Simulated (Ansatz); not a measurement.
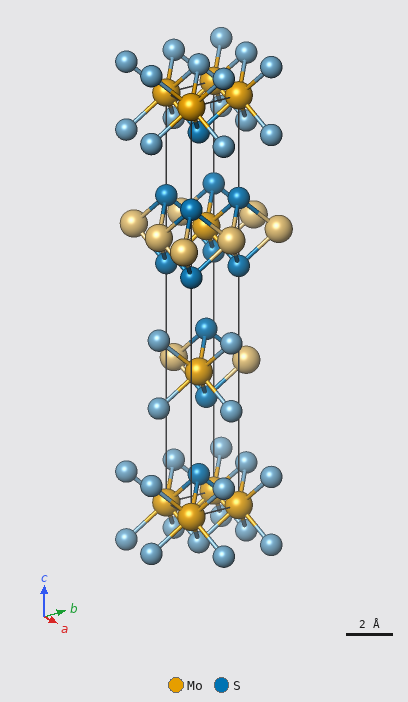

Figure 1. The structure (ball-and-stick view of the cell of the calculation, seen slightly off an axis; neighbours outside the cell are drawn fainter).

**MoS2: single-point calculation**

The run: single-point calculation of MoS2 (R3m, 9 atoms in the cell). Method and program: DFT PBEsol, scalar-relativistic, plane waves, PAW, no spin polarisation (Ansatz 0.2.0).

The structure derives from a Materials Project entry. It belongs to a series of runs on one base structure; here: band edges sought over the zone.

**The program's output**
```
Engine: ansatz 0.2.0, x86_64-unknown-linux-gnu
Pseudopotentials: kind: paw
Pseudopotential: Mo, paw, valence charge 14, recommended cutoff 420 eV (normal), Mo.paw.azcp
Pseudopotential: S, paw, valence charge 6, recommended cutoff 420 eV (normal), S.paw.azcp
Functional definition: PBEsol
  exchange = pbesol_x
  correlation = pbesol_c
Crystal: 9 atoms, lattice volume = 167.349 Å³
Basis set: ecut = 420 eV, 3337 PW (Γ), exchange–correlation on 48×48×250 points (8 copies of the dense FFT grid, shifted against one another)
Bands: 48, of which v1, the nominal top of the filled ones, is band 39 counted from 1 (38 counted from 0)
Symmetry: 18 space group operations
Space group: R3m (ITA 160), of the structure as read, at distance tolerance 5.5e-5 Å
k-points: 38 of 288 (time reversal used)
Non-local potential: Mo, projectors of the file, l = 0: 3, l = 1: 2, l = 2: 2, l = 3: 1
Non-local potential: S, projectors of the file, l = 0: 2, l = 1: 2, l = 2: 2
PAW form: soft (Blöchl's): semilocal exchange-correlation on the pseudo side does not see the compensation charge
PAW frozen core: Mo, regenerated for the run's functional, and the local potential with it (the file was generated under x = pbe(κ = 0.804, μ = 0.2195149727645171), c = pbe(β = 0.06672455060314922))
PAW frozen core: S, regenerated for the run's functional, and the local potential with it (the file was generated under x = pbe(κ = 0.804, μ = 0.2195149727645171), c = pbe(β = 0.06672455060314922))
PAW one-centre angular grid: Mo, 590 points (default); XC on 64 Gauss nodes
PAW one-centre angular grid: S, 110 points (default); XC on 64 Gauss nodes
Initial density: read from a saved state, or passed on in memory by an earlier SCF of this step, an earlier step, the calling program or the single point that the run made first
Initial wavefunctions: pseudopotential atomic-orbital guess
Functional: x = pbesol(κ = 0.804, μ = 0.12345679012345678), c = pbesol(β = 0.046)
iter 1 solved again at ethr=8.00e-8 eV; its pass at ethr=3.10e-3 eV (dr2=6.24e-5 eV) is discarded
SCF iter   1: F=—  HF=-20010.269610 eV  |F-HF|=—  |Δ(HF+E_count)|=         —  Δρ=6.48e-7  dr2=1.57e-9  ethr=8.00e-8  ⟨swp⟩=3.9  Hψ=13208  notcnv=0
eigensolver tolerance schedule: the retry pair's looser diagonalisation over-reported the residual by 39731.26 of it (diagonalisation noise at an unbounded share of the residual, at the tolerance the schedule requests for it); recorded, not acted on — ethr = c·dr2/N_el stays at c = 1.0e-1
preconditioner: auto → Resta (q_TF=auto, 2.402 Å⁻¹)  ε∞=8.7  [insulator: Δε(μ)=0.514 eV  Ē_g=7.623 eV  σ=0.020 eV  W_gap=1.00  n_scr=44 (ndim 8)  ℏωp=21.1 eV  f_vac=0.018  D(μ)=0.00/eV (n_scr^D=0)  ε∞_Penn≈8.7]
SCF iter   2: F=-20010.269610 eV  HF=-20010.269610 eV  |F-HF|=5.75e-10  |Δ(HF+E_count)|=   9.61e-8  Δρ=3.64e-7  dr2=6.45e-10  ethr=2.01e-12  ⟨swp⟩=6.4  Hψ=6887  notcnv=0
SCF 1 converged in 2 iterations: F = -20010.269610 eV  dr2 = 6.45e-10
  greatest PAW one-centre occupation: 0.999 electrons in one spin orbital (limit 2), on the Mo atom at site 2 (counted from 0), in its partial waves of l = 0
NSCF: frozen V_eff on 34 k-points
NSCF: frozen V_eff on 34 k-points
NSCF: frozen V_eff on 34 k-points
NSCF: frozen V_eff on 24 k-points
NSCF: frozen V_eff on 8 k-points
NSCF: frozen V_eff on 8 k-points
NSCF: frozen V_eff on 8 k-points
NSCF: frozen V_eff on 8 k-points
NSCF: frozen V_eff on 4 k-points
NSCF: frozen V_eff on 3 k-points
SCF converged after 2 iterations
Free energy (F): -20010.269610 eV
Harris-Foulkes:  -20010.269610 eV  (|F-HF|=5.75e-10)
Internal energy: -20010.269610 eV  (E = F + TS)
E sigma→0 (E₀):  -20010.269610 eV
Fermi energy:    10.643886 eV
--- Per-component energies (eV) ---
  E_band       = -521.776627
  E_kinetic    = 1960.555628
  E_local      = -6018.575456  (includes V_loc(G=0)·N_el)
  E_nonlocal   = 603.901850
  E_hartree    = 2302.614701
  E_xc         = -1123.659409
  E_vxc        = -1209.288449  (∫ρ·V_xc dr)
  E_paw        = -12935.241257  (= ΣΔE_a)
  E_vpaw       = -463.598066  (= ΣTr[D̂ρ^β])
  E_aug_tail   = 0.000126  (compensation charges beyond the density's cutoff)
  E_ewald      = -4800.865387
  E_core_change = 0.999594  (= ΣΔE_core)
  E_smearing   = -0.000000  (= −TS)
  E_closure    = 0.000000  (closes the sum)
  Σ components = -20010.269610   (vs F -20010.269610, Δ=0.00e0)
--- Forces (eV/Å), atoms counted from 1 ---
  atom   1  Mo     0.00000000     0.00000000     0.00018057
  atom   2  Mo     0.00000000     0.00000000     0.00018057
  atom   3  Mo     0.00000000     0.00000000     0.00018057
  atom   4  S     -0.00000000     0.00000000     0.00036652
  atom   5  S      0.00000000     0.00000000    -0.00054759
  atom   6  S     -0.00000000     0.00000000     0.00036652
  atom   7  S      0.00000000     0.00000000    -0.00054759
  atom   8  S     -0.00000000     0.00000000     0.00036652
  atom   9  S      0.00000000     0.00000000    -0.00054759
  max |Σ_I F_I| component: 1.49e-6 eV/Å
--- Stress (GPa, compression-positive) ---
       -7.488980      -0.000000       0.000000
        0.000000      -7.488980       0.000000
        0.000000       0.000000      -0.011584
  P = ⅓ Tr σ = -4.9965 GPa (-49.965 kbar)
--- Band table (eV; the first three rows and the last of 38) ---
  k-point 0: bands = ["-51.2897", "-51.2897", "-51.2897", "-25.4326", "-25.4326", "-25.4325", "-25.2810", "-25.2810", "-25.2810", "-25.2810", "-25.2810", "-25.2810", "-4.6174", "-4.4575", "-4.4575", "-3.1841", "-3.1841", "-2.8970", "3.4615", "4.1309", "4.1309", "6.6948", "6.6948", "6.6948", "6.6948", "6.7064", "6.7064", "7.4633", "7.4633", "7.8113", "7.8113", "7.8330", "7.8330", "7.8330", "7.8330", "9.2109", "9.3305", "10.2812", "10.2812", "12.1049", "12.1049", "12.1684", "12.1684", "12.1684", "12.1684", "12.4758", "12.4758", "12.4758"]
  k-point 1: bands = ["-51.2897", "-51.2897", "-51.2897", "-25.4326", "-25.4325", "-25.4325", "-25.2810", "-25.2810", "-25.2810", "-25.2810", "-25.2810", "-25.2810", "-4.5697", "-4.5697", "-4.3886", "-3.2930", "-2.9884", "-2.9884", "3.6602", "3.6602", "4.4359", "6.6910", "6.6910", "6.7025", "6.7025", "6.7025", "6.7025", "7.0101", "7.8185", "7.8185", "7.8185", "7.8185", "7.8402", "7.8402", "8.3729", "8.3729", "9.9270", "9.9270", "10.3879", "12.1240", "12.1240", "12.1240", "12.1240", "12.1962", "12.1962", "12.4388", "12.4388", "12.5391"]
  k-point 2: bands = ["-51.2876", "-51.2876", "-51.2876", "-25.4283", "-25.4283", "-25.4282", "-25.3031", "-25.3031", "-25.3031", "-25.2860", "-25.2860", "-25.2860", "-4.5198", "-4.3614", "-4.3613", "-3.1445", "-3.1443", "-2.8667", "3.5717", "4.2322", "4.2324", "6.4759", "6.4854", "6.4960", "6.7922", "6.8007", "6.8093", "7.0588", "7.0616", "7.5105", "7.6572", "7.6699", "7.6899", "8.1127", "8.1366", "9.2859", "9.3238", "10.0844", "10.0903", "12.0353", "12.0396", "12.0543", "12.2554", "12.2748", "12.2975", "12.2989", "12.3320", "12.3873"]
  k-point 37: bands = ["-51.2553", "-51.2553", "-51.2553", "-25.5255", "-25.5255", "-25.5255", "-25.4839", "-25.4839", "-25.4839", "-25.3600", "-25.3600", "-25.3600", "-2.5317", "-2.5317", "-2.5317", "-2.3242", "-2.3242", "-2.3242", "4.1560", "4.1560", "4.1560", "4.9622", "4.9622", "4.9622", "5.4164", "5.4164", "5.4164", "5.9367", "5.9367", "5.9367", "6.7106", "6.7106", "6.7106", "7.5663", "7.5663", "7.5663", "9.4340", "9.4340", "9.4340", "10.9018", "10.9018", "10.9018", "12.5638", "12.5638", "12.5638", "13.0604", "13.0604", "13.0604"]
```

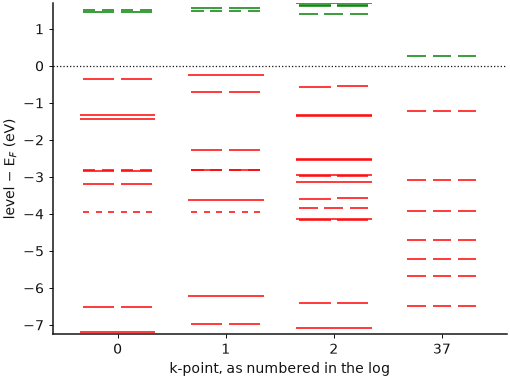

Figure 2. Kohn–Sham levels near the Fermi level (dotted) at the few k-points that the log prints; levels within 0.02 eV of each other stand side by side. Among these points the highest filled and lowest empty levels are 0.51 eV apart, which is the gap on the mesh.

This output came from the following input.

**Input**
```yaml
crystal:
  lattice:
    - [3.2373618351, 0.0, 0.0]
    - [-1.6186809175, 2.8036375904, 0.0]
    - [0.0, 0.0, 18.4377959367]
  atoms:
    - { symbol: Mo, position: [0.0, 0.0, 0.0002313507] }
    - { symbol: Mo, position: [0.6666666667, 0.3333333333, 0.3335646841] }
    - { symbol: Mo, position: [0.3333333333, 0.6666666667, 0.6668980174] }
    - { symbol: S, position: [0.3333333333, 0.6666666667, 0.2507346701] }
    - { symbol: S, position: [0.6666666667, 0.3333333333, 0.0830329791] }
    - { symbol: S, position: [0.0, 0.0, 0.5840680035] }
    - { symbol: S, position: [0.3333333333, 0.6666666667, 0.4163663124] }
    - { symbol: S, position: [0.6666666667, 0.3333333333, 0.9174013368] }
    - { symbol: S, position: [0.0, 0.0, 0.7496996458] }
basis:
  ecutwfc: 420
kpoints:
  mp_grid: { grid: [12, 12, 2] }
  band_path: { path: [VBM, CBM], npoints: 2 }
hamiltonian:
  xc: pbesol
scf:
  occupations: { method: gaussian, width: 0.02 }
output:
  forces: true
  stress: true
  eigenvalues: true
checkpoint:
  read: start.run
  write: ck
  compress: false
  write_wavefunctions: false
  write_every: 100000
```

Launched with:
```bash
ansatz run input.yaml --threads 1 --pin off --max-ram 2560MiB --backend cpu --events-out ev --progress --plain --runs-dir out
```

**Key numbers**

| quantity | value |
| --- | --- |
| outcome | converged |
| space group (tolerance 0.01 Å) | R3m (160) |
| electrons treated | 78 |
| free energy | −20010.2696 eV |
| Fermi energy | 10.644 eV |
| gap on the k-point mesh | 0.51 eV |
| gap on the band path | 0.51 eV |
| pressure | −5.00 GPa |
| largest force (length of the vector) | 0.001 eV/Å |
| hardware | 1 thread of Intel Xeon @ 2.50GHz (Skylake/Cascade Lake), 192 GiB of memory available, shared host |
| wall time | 86 s |
| peak memory | 0.55 GiB |
